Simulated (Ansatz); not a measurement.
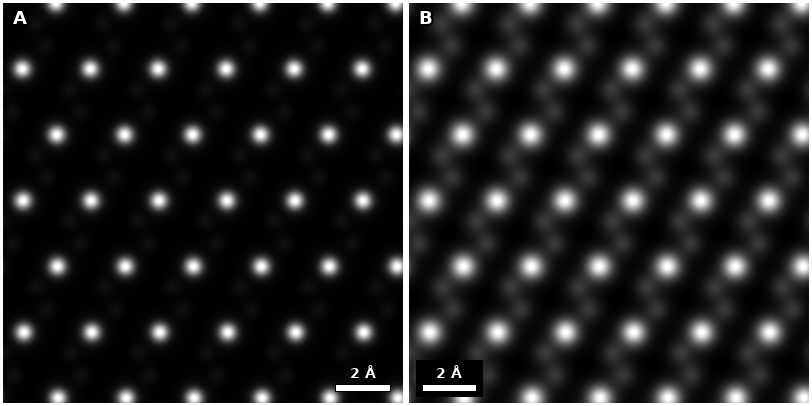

Two simulated images of the same area of CuO (Cc, No. 9) along [011], with a probe of 0.53 Å. One is incoherent Z contrast (Z^1.7 per atom), the other the projected potential of neutral atoms blurred by the probe (iDPC-like, thin sample). Brightness is counted from the darkest point of the image. Structure: a calculation's input that goes back to an entry of the Crystallography Open Database (an earlier step may have relaxed or displaced it).

> Which panel is which, and how can one tell?

A is the Z-contrast image and B the potential image. The columns of 1 O per repeat reach about 6 % of the brightest peak (2 Cu) in A but about 22 % in B, mainly since the potential grows much more slowly with atomic number. The O columns show clearly in B alone.
